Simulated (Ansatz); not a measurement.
This input was run:

```
crystal:
  lattice:
    - [3.3202500371, 0.0, 0.0]
    - [0.0, 3.3202500371, 0.0]
    - [0.0, 0.0, 26.396466838]
  atoms:
    - { symbol: Nb, position: [0.5, 0.5, 0.3220127926] }
    - { symbol: P, position: [0.0, 0.0, 0.3571946193] }
    - { symbol: Nb, position: [0.0, 0.5, 0.4289436553] }
    - { symbol: P, position: [0.5, 0.0, 0.464125482] }
    - { symbol: Nb, position: [0.0, 0.0, 0.535874518] }
    - { symbol: P, position: [0.5, 0.5, 0.5710563447] }
    - { symbol: Nb, position: [0.5, 0.0, 0.6428053807] }
    - { symbol: P, position: [0.0, 0.5, 0.6779872074] }
basis:
  ecutwfc: 420
kpoints:
  mp_grid: { grid: [9, 9, 1] }
hamiltonian:
  xc: pbesol
scf:
  occupations: { method: gaussian, width: 0.1 }
output:
  forces: true
  eigenvalues: true
  write_density: true
  write_potential: true
  elf: true
  volumetric_format: npy
relax:
  adjacent_minimum: "off"
  f_tol: 0.03
  max_steps: 70
  constraints: [{ sites: [0, 1, 2, 3] }]
efield:
  axis: 3
  dipole_correction: true
  ramp_width: 0.04
```

Launched with:
```bash
ansatz run input.yaml --threads 2 --pin off --max-ram 5120MiB --backend cpu --events-out ev --progress --plain --runs-dir out
```

What does the potential across the slab give for the work function?

The work function is 5.46 eV at the right face and 4.26 eV at the left. The vacuum level is 1.20 eV higher at the right than at the left, so the slab carries a dipole along its normal; the ramp in the vacuum, at or near the edge of the plot, is the dipole correction that keeps each side flat. Some atoms were held fixed in the relaxation, which can itself make the faces differ. The outermost atoms are 9.4 Å apart, which leaves 17.0 Å of vacuum in a cell 26.4 Å high.

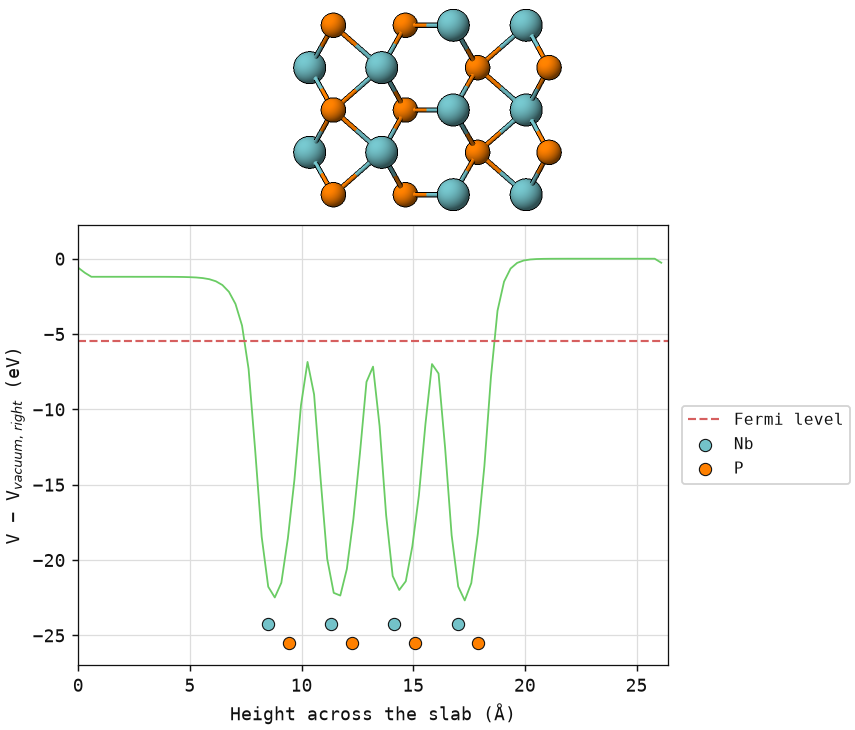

Plane-averaged electrostatic potential energy of an electron across the slab; circles at the bottom mark the heights of the atoms (positions after relaxation). The structure is drawn too.
